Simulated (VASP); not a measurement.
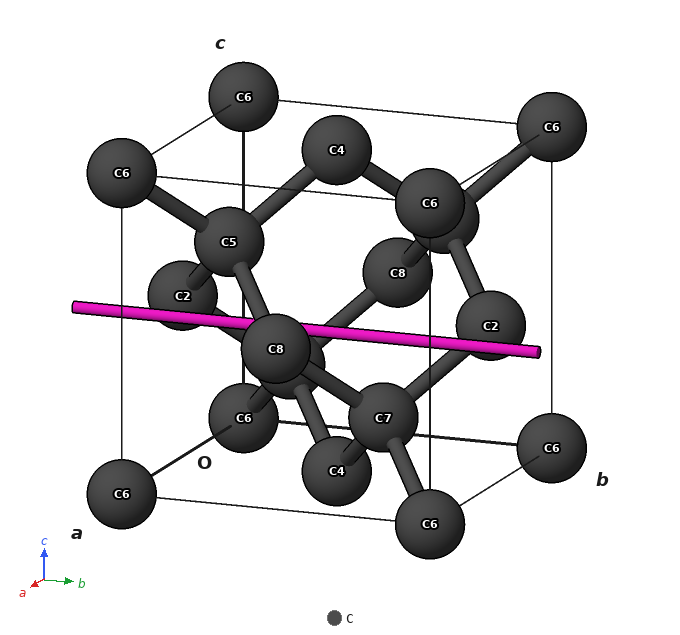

For C, coordinates from a relaxation with VASP Kohn-Sham DFT of a periodic cell, HSEsol, VASP PAW PBE potentials, recommended (VASP 6.6.1): the coloured rod is the axis of a symmetry operation of the crystal. Geometry calculated from the standardised cell; symmetry tolerance 0.002 Å.

a = 3.536 Å, b = 3.536 Å, c = 3.536 Å, α = 90.00°, β = 90.00°, γ = 90.00°.

```
atom       x       y       z
  C1  0.2500  0.2500  0.2500
  C2  0.5000  0.0000  0.5000
  C3  0.2500  0.7500  0.7500
  C4  0.5000  0.5000  0.0000
  C5  0.7500  0.2500  0.7500
  C6  0.0000  0.0000  0.0000
  C7  0.7500  0.7500  0.2500
  C8  0.0000  0.5000  0.5000
```

Take the operation x, y, z → −x+3/2, y+1/2, −z+1.

### What kind of operation is it, and where does it lie?

It is a 2₁ screw rotation with translation (0, 1/2, 0), about the line along [0 1 0] through (3/4, 1/2, 1/2).

### Onto which atom does it carry each atom (up to whole multiples of a, b and c)?

C1 → C3, C2 → C8, C3 → C1, C4 → C6, C5 → C7, C6 → C4, C7 → C5, C8 → C2.
